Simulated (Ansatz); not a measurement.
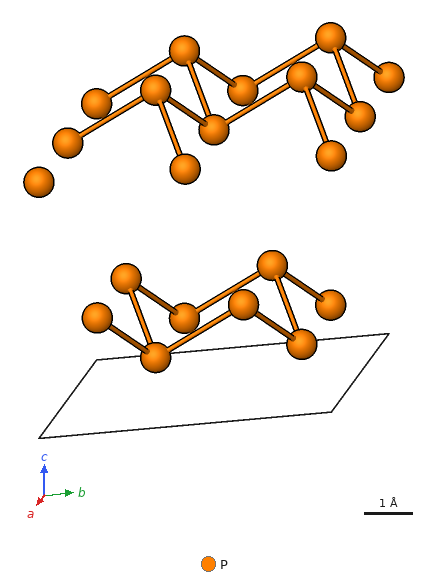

Lattice vibrations of a free-standing layer of P (a generated structure), space group P-3m1 (No. 164), at the zone centre. Style: ball-and-stick. Shown: the 2 × 2 repeat of the cell, outlined in the plane, without the vacuum, slightly off an axis.

All numbers below come from Ansatz 0.2.0, DFT PBE+D3(BJ), scalar-relativistic, plane waves, PAW.

Input
```yaml
crystal:
  lattice:
    - [3.2568236342, 0.0, 0.0]
    - [-1.6284118171, 2.8204920029, 0.0]
    - [0.0, 0.0, 34.6378032]
  atoms:
    - { symbol: P, position: [0.6666666667, 0.3333333333, 0.2405960193] }
    - { symbol: P, position: [0.3333333333, 0.6666666667, 0.2047083685] }
    - { symbol: P, position: [0.0, 0.0, 0.336807804] }
    - { symbol: P, position: [0.3333333333, 0.6666666667, 0.3726954549] }
  periodic: [true, true, false]
basis:
  ecutwfc: 420
kpoints:
  mp_grid: { grid: [12, 12, 1] }
hamiltonian:
  xc: pbe
  dispersion: d3bj
scf:
  occupations: { method: fixed }
output:
  eigenvalues: true
phonons:
  method: dfpt
  eigenvectors: true
  qmesh: [3, 3, 1]
  temperatures: { t_max: 1000, t_step: 100 }
  qpath:
    path:
      - [[0.0, 0.0, 0.0], [0.5, 0.0, 0.0], [0.33333333, 0.33333333, 0.0], [0.0, 0.0, 0.0], [0.0, 0.0, 0.5], [0.5, 0.0, 0.5], [0.33333333, 0.33333333, 0.5], [0.0, 0.0, 0.5]]
      - [[0.5, 0.0, 0.5], [0.5, 0.0, 0.0]]
      - [[0.33333333, 0.33333333, 0.5], [0.33333333, 0.33333333, 0.0]]
    npoints: 8
```

Launched with:
```bash
ansatz run input.yaml --threads 1 --pin off --max-ram 2048MiB --backend cpu --events-out ev --progress --plain --runs-dir out
```

Frequencies are those without the non-analytic (LO–TO) term.

### Which optical modes does it have, at what frequencies, and is it stable there?

The calculation's cell holds 4 atoms, so there are 9 optical modes, in 5 levels. No level is unstable.

```json
{"level": "1", "symmetry": "E_g", "frequency (cm⁻¹)": "22", "activity": "Raman-active"}
{"level": "2", "symmetry": "A₁g", "frequency (cm⁻¹)": "42", "activity": "Raman-active"}
{"level": "3", "symmetry": "4-fold", "frequency (cm⁻¹)": "429", "activity": "not assigned"}
{"level": "4", "symmetry": "A₂u", "frequency (cm⁻¹)": "538", "activity": "infrared-active"}
{"level": "5", "symmetry": "A₁g", "frequency (cm⁻¹)": "540", "activity": "Raman-active"}
```

The modes drawn as arrows (one member of each degenerate set):

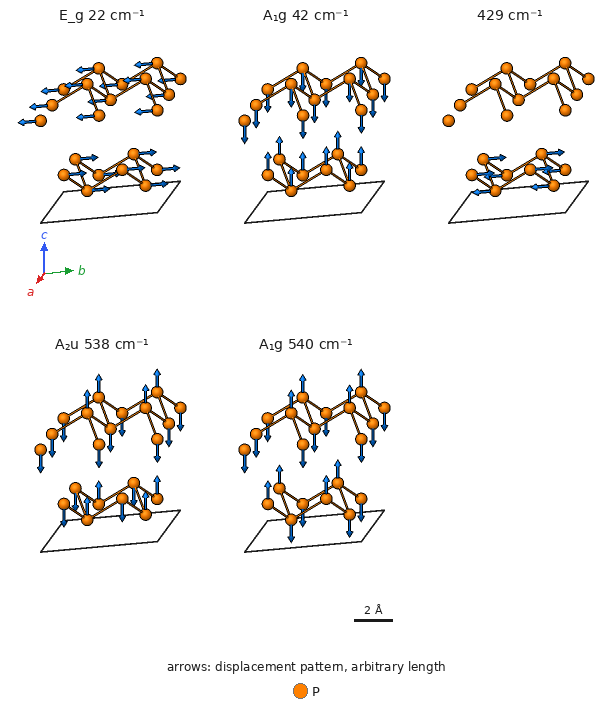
